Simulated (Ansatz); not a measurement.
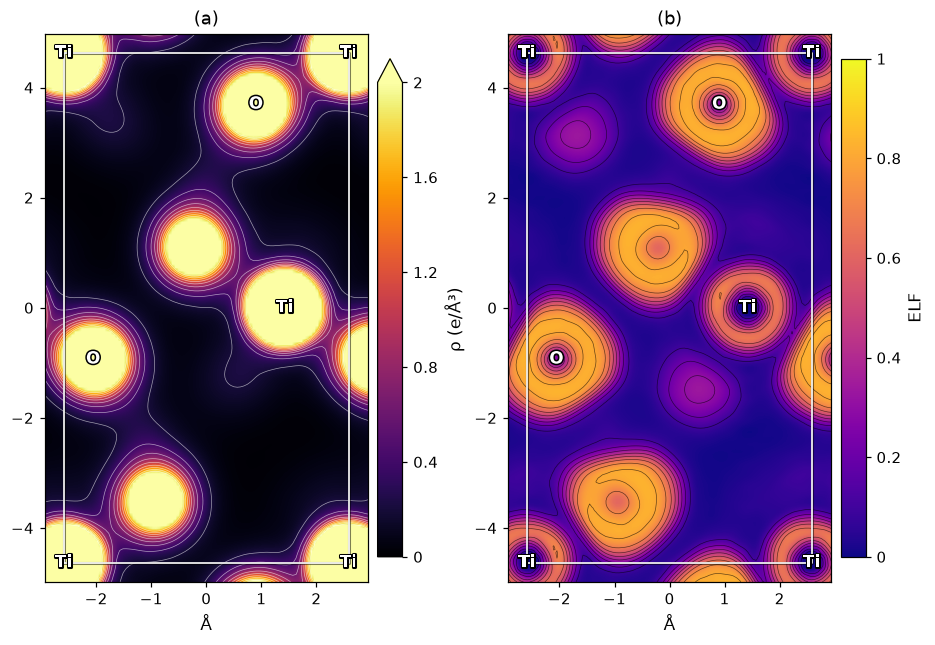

TiO₂. (a) valence pseudo-density; (b) electron localisation function on the (001) plane of the conventional cell.

Space group Pbca; computed without spin polarisation.

Theory: DFT PBE, scalar-relativistic, plane waves, PAW (Ansatz).

In a PAW calculation such maps are meaningful between the atoms, not at the nuclei.

```
Ti O
1.0
     5.17023    0.00000    0.00000
     0.00000    9.25781    0.00000
     0.00000    0.00000    5.50348
Ti O
8 16
Direct
  0.13796 0.12897 0.90806
  0.63796 0.37103 0.09194
  0.86204 0.62897 0.59194
  0.36204 0.87103 0.40806
  0.86204 0.87103 0.09194
  0.36204 0.62897 0.90806
  0.13796 0.37103 0.40806
  0.63796 0.12897 0.59194
  0.46408 0.22976 0.89179
  0.96408 0.27024 0.10821
  0.53592 0.72976 0.60821
  0.03592 0.77024 0.39179
  0.53592 0.77024 0.10821
  0.03592 0.72976 0.89179
  0.46408 0.27024 0.39179
  0.96408 0.22976 0.60821
  0.81697 0.01018 0.85169
  0.31697 0.48982 0.14831
  0.18303 0.51018 0.64831
  0.68303 0.98982 0.35169
  0.18303 0.98982 0.14831
  0.68303 0.51018 0.85169
  0.81697 0.48982 0.35169
  0.31697 0.01018 0.64831
```

> Read the bonding off the picture.

The plane passes through Ti and O nuclei.
Atoms just off the plane (O, 0.3 Å away) can leave unmarked features too.
Ti–O (1.93 Å): ρ is about 0.76 e/Å³ halfway; the ELF peaks at about 0.85 in the valence shell of O, 0.6 Å from its nucleus, and is about 0.20 at the midpoint; no localised pair shows between them.
Between the atoms the lowest density in this plane is 0.02 e/Å³.
The features right at Ti lie inside the PAW spheres, where the map follows smoothed inner orbitals and isn't to be read closely.

> Does the calculation give a band gap?

It is gapped, with a Kohn–Sham gap of 2.4 eV on the k-point mesh (the band edges may lie off the mesh, which would make the gap smaller).
